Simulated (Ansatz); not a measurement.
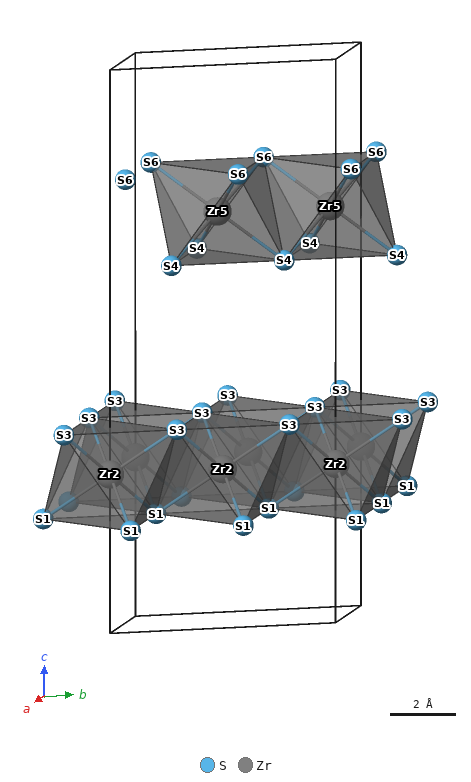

**Figure 1.** The input geometry of the first run (polyhedral view of the 1 × 2 repeat of the cell, with the vacuum cut short, seen slightly off an axis; polyhedra are completed across the faces of the cell; atoms are numbered from 1 in the order of the input). An atom can appear more than once, as a periodic image.

**ZrS2: a changed input and its effect**

System: ZrS2 (slab, 6 atoms in the cell).
Method of the first run: DFT PBE+D3(BJ), scalar-relativistic, plane waves, PAW, PAW set soft_1, no spin polarisation (Ansatz 0.2.0).

The structure derives from an entry of the Crystallography Open Database. Text and figures count atoms from 1; the logs count them from 0 in places.

### Input, the first run
```yaml
crystal:
  lattice:
    - [3.6488395577, 0.0, 0.0]
    - [-1.8244197788, 3.1599877513, 0.0]
    - [0.0, 0.0, 23.3343036499]
  atoms:
    - { symbol: S, position: [0.6666666667, 0.3333333333, 0.1928491232] }
    - { symbol: Zr, position: [0.0, 0.0, 0.2553569201] }
    - { symbol: S, position: [0.3333333333, 0.6666666667, 0.317864717] }
    - { symbol: S, position: [0.5555555556, 0.4444444444, 0.5209991268] }
    - { symbol: Zr, position: [1.2222222222, 0.7777777778, 0.5835069236] }
    - { symbol: S, position: [0.8888888889, 0.1111111111, 0.6460147205] }
basis:
  ecutwfc: 420
kpoints:
  mp_grid: { grid: [9, 9, 1] }
hamiltonian:
  xc: pbe
  pseudopotentials: { kind: paw, azcp: { folder: soft_1 } }
  dispersion: d3bj
scf:
  occupations: { method: gaussian, width: 0.05 }
output:
  forces: true
  eigenvalues: true
efield:
  axis: 3
  dipole_correction: true
  ramp_width: 0.04
```

Launched with:
```bash
ansatz run input.yaml --threads 1 --pin off --max-ram 3072MiB --backend cpu --events-out ev --progress --plain --runs-dir out
```

Hardware: 1 thread of AMD EPYC (Zen 5), 32 GiB of memory available, shared host.

### Output, shortened to warnings, some set-up lines, iterations and results (the first run)
```
Basis set: ecut = 420 eV, 5189 PW (Γ), exchange–correlation on 50×50×320 points (8 copies of the dense FFT grid, shifted against one another)
Symmetry: 2 space group operations
k-points: 25 of 81 (time reversal used)
Initial density: superposition of atomic densities (neutral atoms: chi_scale 0, normalization atom)
[...]
SCF iter   1: F=—  HF=-11988.562209 eV  |F-HF|=—  |Δ(HF+E_count)|=         —  Δρ=3.64e-2  dr2=5.70e0  ethr=3.10e-3  p=0.000 e·Å  D=3.33e-8 V/Å  ΔV_dip=-0.00 eV  …
SCF iter   2: F=—  HF=-11987.005756 eV  |F-HF|=—  |Δ(HF+E_count)|=    1.56e0  Δρ=1.40e-2  dr2=7.70e-1  ethr=3.10e-3  p=-0.000 e·Å  D=-1.10e-4 V/Å  ΔV_dip=0.00 eV  …
SCF iter   3: F=—  HF=-11986.895195 eV  |F-HF|=—  |Δ(HF+E_count)|=   1.11e-1  Δρ=6.90e-3  dr2=1.22e-1  ethr=1.60e-3  p=0.000 e·Å  D=8.44e-5 V/Å  ΔV_dip=-0.00 eV  …
SCF iter   4: F=—  HF=-11986.891534 eV  |F-HF|=—  |Δ(HF+E_count)|=   3.66e-3  Δρ=2.03e-3  dr2=1.33e-2  ethr=2.54e-4  p=-0.000 e·Å  D=-9.13e-5 V/Å  ΔV_dip=0.00 eV  …
SCF iter   5: F=—  HF=-11986.892979 eV  |F-HF|=—  |Δ(HF+E_count)|=   1.44e-3  Δρ=3.73e-4  dr2=7.33e-4  ethr=2.77e-5  p=0.000 e·Å  D=3.24e-4 V/Å  ΔV_dip=-0.01 eV  …
SCF iter   6: F=—  HF=-11986.893116 eV  |F-HF|=—  |Δ(HF+E_count)|=   1.37e-4  Δρ=2.21e-4  dr2=8.56e-4  ethr=1.53e-6  p=-0.001 e·Å  D=-8.60e-4 V/Å  ΔV_dip=0.02 eV  …
SCF iter   7: F=—  HF=-11986.893022 eV  |F-HF|=—  |Δ(HF+E_count)|=   9.35e-5  Δρ=8.53e-5  dr2=6.46e-5  ethr=1.53e-6  p=0.000 e·Å  D=1.73e-4 V/Å  ΔV_dip=-0.00 eV  …
SCF iter   8: F=—  HF=-11986.893056 eV  |F-HF|=—  |Δ(HF+E_count)|=   3.33e-5  Δρ=1.62e-5  dr2=1.75e-6  ethr=1.35e-7  p=0.000 e·Å  D=4.06e-5 V/Å  ΔV_dip=-0.00 eV  …
SCF iter   9: F=—  HF=-11986.893056 eV  |F-HF|=—  |Δ(HF+E_count)|=   9.12e-8  Δρ=5.10e-6  dr2=1.91e-7  ethr=3.64e-9  p=0.000 e·Å  D=3.50e-5 V/Å  ΔV_dip=-0.00 eV  …
SCF iter  10: F=-11986.893056 eV  HF=-11986.893056 eV  |F-HF|=2.60e-8  |Δ(HF+E_count)|=   2.38e-8  Δρ=2.06e-6  dr2=3.15e-8  ethr=2.08e-10  p=0.000 e·Å  D=3.26e-5 V/Å  …
SCF 1 converged in 10 iterations: F = -11986.893056 eV  dr2 = 3.15e-8
SCF converged after 10 iterations
Free energy (F): -11986.893056 eV
Harris-Foulkes:  -11986.893056 eV  (|F-HF|=2.60e-8)
Internal energy: -11986.893056 eV  (E = F + TS)
E sigma→0 (E₀):  -11986.893056 eV
Fermi energy:    0.905882 eV
Dipole field:    D = 0.000058 V/Å  (p = 0.000087 e·Å, saw-weighted, corrected)
Work function:   Φ+ = 5.8437 eV   Φ− = 5.8451 eV
Levels:          The Fermi level and band energies are counted from a zero that moves with the ramp; work functions are not
--- Per-component energies (eV) ---
  E_band       = -646.290502
  E_kinetic    = 1053.593889
  E_local      = -15573.506254  (includes V_loc(G=0)·N_el)
  E_nonlocal   = 283.095932
  E_hartree    = 7257.079499
  E_xc         = -666.375374
  E_vxc        = -697.832472  (∫ρ·V_xc dr)
  E_paw        = -8360.721755  (= ΣΔE_a)
  E_vpaw       = -225.806171  (= ΣTr[D̂ρ^β])
  E_aug_tail   = -0.000048  (compensation charges beyond the density's cutoff)
  E_efield     = 0.000000  (sawtooth field / dipole correction)
  E_vefield    = 0.000000  (∫n·V_field dr)
  E_ewald      = 4021.504917
  E_disp       = -1.563861  (pairwise vdW)
  E_smearing   = -0.000000  (= −TS)
  E_closure    = 0.000000  (closes the sum)
  Σ components = -11986.893056   (vs F -11986.893056, Δ=0.00e0)
--- Forces (eV/Å), atoms counted from 1 ---
  atom   1  S     -0.00008423     0.00004863     0.00311297
  atom   2  Zr     0.00005527    -0.00003191     0.02142583
  atom   3  S      0.00033344    -0.00019251     0.03718266
  atom   4  S     -0.00035963     0.00020764    -0.03705636
  atom   5  Zr    -0.00000252     0.00000146    -0.02143393
  atom   6  S      0.00005791    -0.00003343    -0.00324364
  max |Σ_I F_I| component: 1.25e-5 eV/Å
```

The input of the second run differs as follows (lines with − go, lines with + come):
```diff
+  max_iter: 75
+magnetization:
+  spin_polarized: true
+  initial_magnetization: 1
```

What does this change do to the results?

The energy is the same within 0.01 meV per atom. With spin allowed, the absolute moment of the cell comes to 0.00 μB. The SCF takes 14 iterations against 10. On the same kind of shared host the second run took about 3 times as long.

### Output, shortened to warnings, some set-up lines, iterations and results (the second run)
```
WARN: the starting moments were not kept: the SCF closed with an absolute magnetisation of 2.9e-6 μB, where they sum to 1 μB in size (6 sites). That is at most 0.1 of that sum. Measured as dr2_m measures the in/out step, that magnetisation stands 4.1e-13 eV from none, at or under the dr2_threshold of 1.0e-7 eV: it is no larger than a step whose dr2_m would equal this threshold. The system may …
Basis set: ecut = 420 eV, 5189 PW (Γ), exchange–correlation on 50×50×320 points (8 copies of the dense FFT grid, shifted against one another)
Symmetry: 2 space group operations
k-points: 25 of 81 (time reversal used)
Initial density: superposition of atomic densities (neutral atoms: chi_scale 0, normalization atom)
[...]
SCF iter   1: F=—  HF=-11982.295057 eV  |F-HF|=—  |Δ(HF+E_count)|=         —  Δρ=1.30e-2 (↑1.25e-2 ↓1.30e-2)  dr2=3.25e0  dr2_m=3.31e-3  M=1.000 μB ∫|m|=1.000 μB  β_m=1.00  …
SCF iter   2: F=—  HF=-11984.588560 eV  |F-HF|=—  |Δ(HF+E_count)|=         —  Δρ=9.53e-3 (↑8.91e-3 ↓9.53e-3)  dr2=1.14e0  dr2_m=3.31e-2  M=0.000 μB ∫|m|=0.073 μB  β_m=0.30  …
SCF iter   3: F=—  HF=-11985.691722 eV  |F-HF|=—  |Δ(HF+E_count)|=    1.10e0  Δρ=7.22e-3 (↑6.76e-3 ↓7.22e-3)  dr2=5.79e-1  dr2_m=1.66e-2  M=0.000 μB ∫|m|=0.057 μB  β_m=0.30  …
SCF iter   4: F=—  HF=-11986.868888 eV  |F-HF|=—  |Δ(HF+E_count)|=    1.18e0  Δρ=3.02e-3 (↑2.98e-3 ↓3.02e-3)  dr2=8.42e-2  dr2_m=4.90e-4  M=0.000 μB ∫|m|=0.021 μB  β_m=0.30  …
SCF iter   5: F=—  HF=-11986.881364 eV  |F-HF|=—  |Δ(HF+E_count)|=   1.25e-2  Δρ=1.56e-3 (↑1.56e-3 ↓1.53e-3)  dr2=2.14e-2  dr2_m=3.53e-4  M=0.000 μB ∫|m|=0.014 μB  β_m=0.30  …
[... 5 lines ...]
SCF iter  11: F=—  HF=-11986.893055 eV  |F-HF|=—  |Δ(HF+E_count)|=   1.32e-6  Δρ=9.43e-6 (↑8.58e-6 ↓9.43e-6)  dr2=9.71e-7  dr2_m=6.64e-9  M=0.000 μB ∫|m|=0.000 μB  β_m=0.30  …
SCF iter  12: F=—  HF=-11986.893055 eV  |F-HF|=—  |Δ(HF+E_count)|=   3.90e-7  Δρ=2.23e-6 (↑1.95e-6 ↓2.23e-6)  dr2=3.69e-8  dr2_m=8.97e-10  M=0.000 μB ∫|m|=0.000 μB  β_m=0.30  …
SCF iter  13: F=—  HF=-11986.893056 eV  |F-HF|=—  |Δ(HF+E_count)|=   1.05e-7  Δρ=7.76e-7 (↑7.76e-7 ↓7.60e-7)  dr2=6.64e-9  dr2_m=1.37e-11  M=0.000 μB ∫|m|=0.000 μB  β_m=0.30  …
SCF iter  14: F=-11986.893056 eV  HF=-11986.893056 eV  |F-HF|=4.47e-10  |Δ(HF+E_count)|=   1.53e-8  Δρ=5.38e-7 (↑5.38e-7 ↓5.28e-7)  dr2=1.80e-9  dr2_m=3.73e-12  M=0.000 μB …
SCF 1 converged in 14 iterations: F = -11986.893056 eV  dr2 = 1.80e-9
WARN: the starting moments were not kept: the SCF closed with an absolute magnetisation of 2.9e-6 μB, where they sum to 1 μB in size (6 sites). That is at most 0.1 of that sum. Measured as dr2_m measures the in/out step, that magnetisation stands 4.1e-13 eV from none, at or under the dr2_threshold …
this state was not tested for a lower state beside it, because the mixer in use, unlike msr1, does not test its closes by its own steps (another_mixer; see scf.mixing.algorithm and scf.lower_state_search)
SCF converged after 14 iterations
Magnetization: 0.0000 μB (24.0000 up, 24.0000 down)
Absolute magnetization: 0.0000 μB (∫|ρ↑−ρ↓|, with the PAW one-centre terms)
Spin contamination: 0.0000 ħ² per cell (⟨S²⟩ above its minimum at these occupations)
Per-site moments (μB) at R_I (Å): [(-3.0067527663018434e-8, 1.056954581244167), (9.098387966104538e-9, 1.056954581244167), (-1.6819689954823066e-8, 1.056954581244167), (-3.593758848393288e-8, 1.0569545807034415), (3.020493593941489e-8, 1.0569545807034415), (-5.1492254243104766e-8, …
Free energy (F): -11986.893056 eV
Harris-Foulkes:  -11986.893056 eV  (|F-HF|=4.47e-10)
Internal energy: -11986.893056 eV  (E = F + TS)
E sigma→0 (E₀):  -11986.893056 eV
Fermi energy:    0.905891 eV
[...]
```

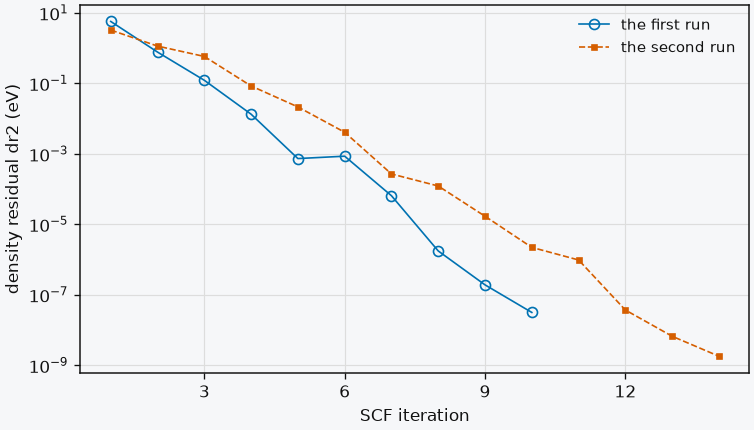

**Figure 2.** Convergence of the two runs: density residual dr2 against the SCF iteration. The first run takes 10 iterations in all, and the second run takes 14.

### The two runs side by side

```tsv
quantity	the first run	the second run
outcome	converged	converged
free energy per atom (eV)	−1997.8155	−1997.8155
gap on the mesh (eV)	1.12	1.12
work function (eV)	5.84	–
largest force (eV/Å)	0.037	0.037
SCF iterations	10	14
irreducible k-points	25	25
plane waves at Γ	5189	5189
net moment of the cell (μB)	–	0.00
absolute moment of the cell (μB)	–	0.00
wall time (shared host)	8 s	24 s
```

For the second run: This input holds a deliberate fault: an impossible spin (`magnetization`). It did no harm here: the run converged to the energy of the sound run within 1 meV per atom. Warnings: some starting moments were not kept; the state was not tested for a lower one.
